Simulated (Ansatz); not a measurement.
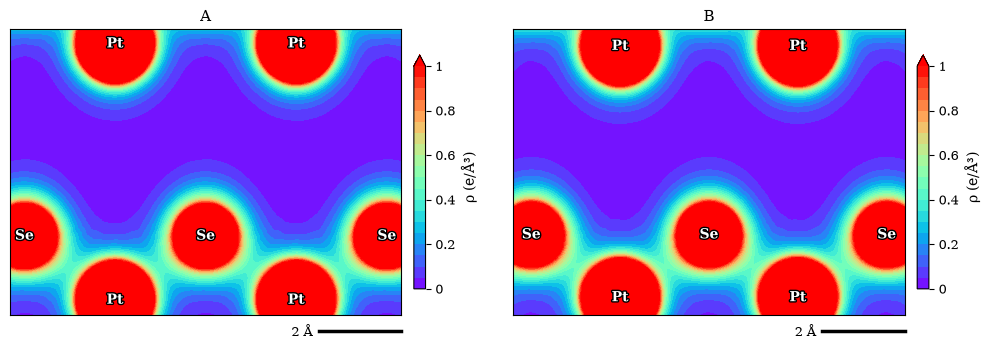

PtSe. The valence electron density of two cells that differ in size, on the (011̄) plane of each (indices in the axes of the calculation cell), at one length scale and on one colour scale: A has 29.7 Å³ an atom and B 28.0.

Computed with Ansatz, Kohn-Sham DFT of a periodic cell, PBE, Ansatz PAW.

Core electrons are frozen (PAW), and the valence fields are smoothed inside the atomic spheres.

The larger cell:

```yaml
crystal:
  lattice:
    - [0.00000, 3.09702, 3.09702]
    - [3.09702, 0.00000, 3.09702]
    - [3.09702, 3.09702, 0.00000]
  atoms:
    - { symbol: Pt, position: [0.00000, 0.00000, 0.00000] }
    - { symbol: Se, position: [0.25000, 0.25000, 0.25000] }
```

The smaller cell: a = 4.296 Å, b = 4.296 Å, c = 4.296 Å, α = 60.00°, β = 60.00°, γ = 60.00°.

> What changes from the larger cell to the smaller?

From the larger cell to the smaller, Pt–Se goes from 2.68 to 2.63 Å, and the density at its midpoint from 0.41 to 0.45 e/Å³; the pressure goes from −12 to −11 GPa.
